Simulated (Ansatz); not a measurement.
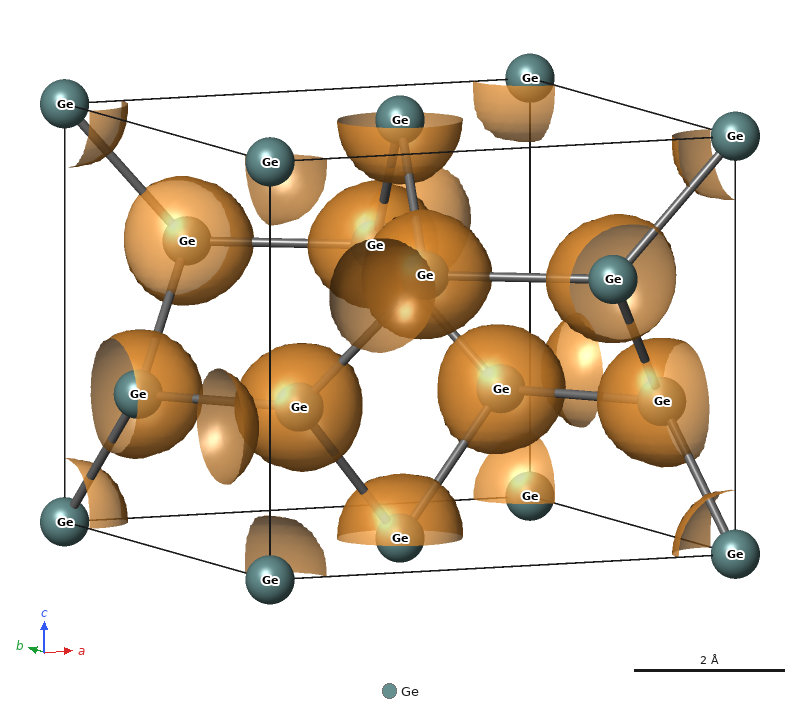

The picture shows: Ge. Isosurface of the valence pseudo-density at 0.6 e/Å³ (orange), seen slightly off an axis. Sticks mark near contacts.

Space group P42₁2; a structure generated by program, which may or may not match a known phase.

Computed with DFT PBE, scalar-relativistic, plane waves, PAW (Ansatz).

### What does this surface tell about the bonding?

At this value the density breaks into separate islands; it holds about 75 % of the electrons treated as valence (semicore included). It bridges none of the near contacts. It is pinched off along the shortest Ge–Ge (2.53 Å) and Ge–Ge (2.59 Å) contacts. On the grid the lowest density along these lines, outside the cores, is 0.43 e/Å³ (Ge–Ge, 2.53 Å) and 0.39 e/Å³ (Ge–Ge, 2.59 Å).
